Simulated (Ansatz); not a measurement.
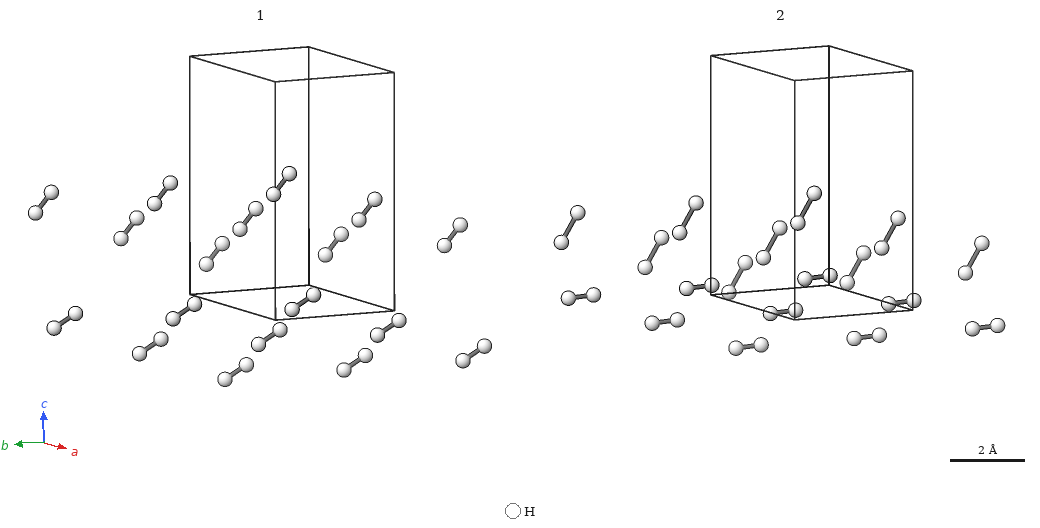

Two geometries of a crystal of H (set up in P1), drawn at one scale. One is the start of a relaxation, the other its converged end. A ball-and-stick model of the cell of the calculation, repeated 3 × 3 × 1 with one cell outlined, seen from a free direction.

Level of theory: Ansatz 0.2.0, DFT PBE, scalar-relativistic, plane waves, PAW. (plane-wave cutoff 420 eV; k-point mesh 8 × 8 × 4; occupations gaussian; smearing width 0.05 eV; no spin polarisation; cell and atoms relaxed; force threshold 0.01 eV/Å; at most 80 steps)

### Which one is relaxed?

Structure 1 is the relaxed one. Case: all atoms moved at random, sigma 0.4 Å for each component; relaxed back. An H atom moves most relative to the cell: 0.89 Å along [0 −1 −2]. Cell: a 3.358 → 3.414 Å (+1.7 %), b 3.358 → 3.370 Å (+0.4 %), c 6.776 → 6.744 Å (−0.5 %), β 90.0° → 90.3°, γ 116.3° → 116.9°. Volume +1.0 %. Near-neighbour distances that change, for instance: H–H 0.932 → 0.750 Å, H–H 0.724 → 0.751 Å. The space group stays P1 (No. 1). After 14 accepted moves (17 points after the start) the energy has fallen by 178 meV per atom. Largest force component: 3.6 eV/Å at the start, 0.005 eV/Å at the end. Pressure: −0.73 GPa at the start and 0.02 GPa at the end. The line search rejected the trial steps at points 7, 9 of the run. At 1 point the geometry stayed and the basis and grid were re-selected for the new cell (energy shift of 0.2 meV per atom at most each time). The run took 55 s on 1 thread of Intel(R) Xeon(R) 6975P-C (Granite Rapids), on a shared host, peak memory 0.44 GiB.
